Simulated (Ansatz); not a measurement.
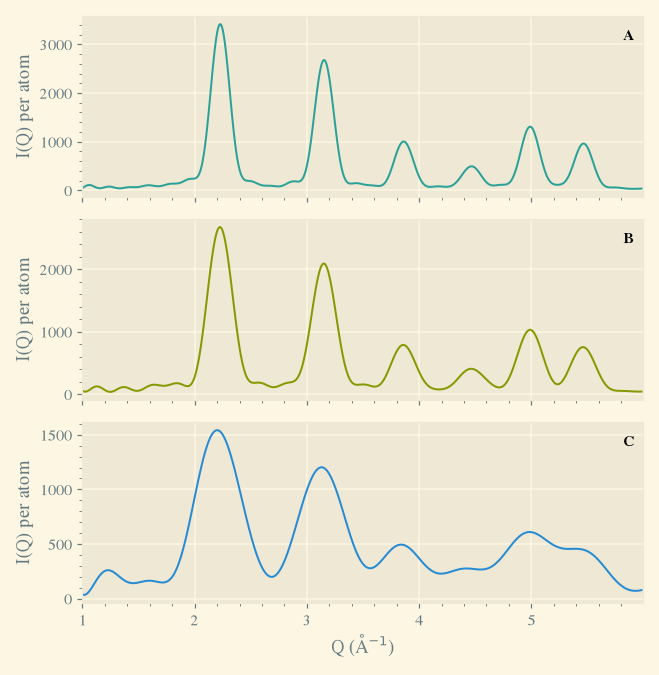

X-ray scattering of spheres cut from the crystal structure of Se (Pm-3m, a = 2.814 Å, b = 2.814 Å, c = 2.814 Å, α = 90.00°, β = 90.00°, γ = 90.00°), calculated atom by atom with the Debye equation (B = 0.5 Å², no relaxation of the surface). Basis of the simulation: the input geometry of an electronic-structure calculation (not necessarily at equilibrium); the starting structure was generated, so it need not be a known form of this composition.

Question: The spheres are 14, 28 and 36 Å across. Which curve is which?

Answer: curve A: 36 Å (1045 atoms); curve B: 28 Å (485 atoms); curve C: 14 Å (81 atoms). Peak widths go roughly as 2π/D, so the largest sphere has the sharpest peaks.

Question: Index the main peaks of the largest sphere.

Answer: Q ≈ 2.23 Å⁻¹: 100; Q ≈ 3.15 Å⁻¹: 110; Q ≈ 3.86 Å⁻¹: 111; Q ≈ 4.47 Å⁻¹: 200; Q ≈ 4.99 Å⁻¹: 210; Q ≈ 5.46 Å⁻¹: 211.
